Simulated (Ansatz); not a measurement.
The coordinates of a crystal:

```cif
data_structure
_symmetry_space_group_name_H-M 'P 1'
_symmetry_Int_Tables_number 1
_cell_length_a 9.6633
_cell_length_b 9.7835
_cell_length_c 5.7598
_cell_angle_alpha 90.000
_cell_angle_beta 90.000
_cell_angle_gamma 90.000
_cell_volume 544.54
loop_
_atom_site_label
_atom_site_type_symbol
_atom_site_fract_x
_atom_site_fract_y
_atom_site_fract_z
_atom_site_occupancy
Sn1 Sn 0.93560 0.16693 0.50442 1
Sn2 Sn 0.43560 0.83307 0.50442 1
Sn3 Sn 0.56440 0.16693 0.50442 1
Sn4 Sn 0.06440 0.83307 0.50442 1
O1 O 0.00000 0.00000 0.65337 1
O2 O 0.56009 0.80625 0.24392 1
O3 O 0.25000 0.84070 0.37694 1
O4 O 0.43991 0.19375 0.24392 1
O5 O 0.75000 0.15930 0.37694 1
O6 O 0.06009 0.19375 0.24392 1
O7 O 0.50000 0.00000 0.65337 1
O8 O 0.93991 0.80625 0.24392 1
Sn5 Sn 0.93560 0.66693 0.00442 1
Sn6 Sn 0.43560 0.33307 0.00442 1
Sn7 Sn 0.56440 0.66693 0.00442 1
Sn8 Sn 0.06440 0.33307 0.00442 1
O9 O 0.00000 0.50000 0.15337 1
O10 O 0.56009 0.30625 0.74392 1
O11 O 0.25000 0.34070 0.87694 1
O12 O 0.43991 0.69375 0.74392 1
O13 O 0.75000 0.65930 0.87694 1
O14 O 0.06009 0.69375 0.74392 1
O15 O 0.50000 0.50000 0.15337 1
O16 O 0.93991 0.30625 0.74392 1
```

What would you see if this were drawn?

The material is SnO2. The lattice is base-centred orthorhombic and the space group Ama2 (No. 40). Counting shared atoms by their share gives 8 Sn, 16 O, or 24 atoms. Around each Sn lie four O in a distorted tetrahedral arrangement at 1.94 to 1.95 Å. Around each O lie two Sn in a bent arrangement at 1.94 to 1.95 Å. The bonds build a three-dimensional framework.

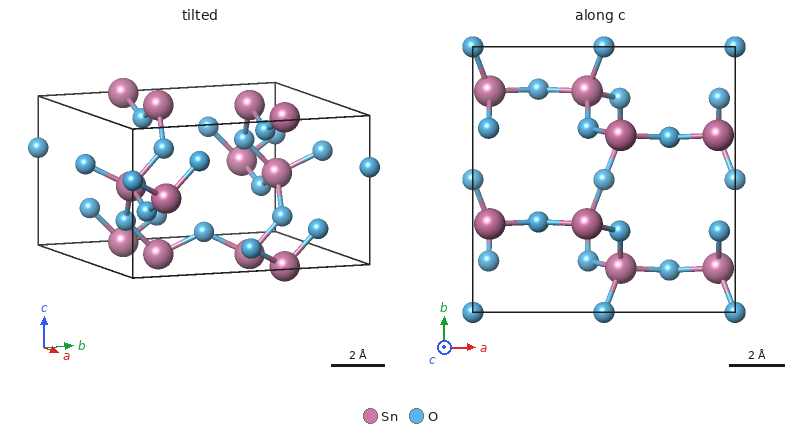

Ball-and-stick drawing of the structure, looking slightly off an axis and along the c axis. The parallelepiped is the conventional unit cell.

Provenance: a structure listed in the Materials Project, with elements exchanged, so it need not be a known form of the compound. Earlier steps of the study, as a rule a relaxation of our own, may have changed the cell and positions, so they can lie some per cent off the listed ones. Ansatz was used for an electronic-structure calculation on it.
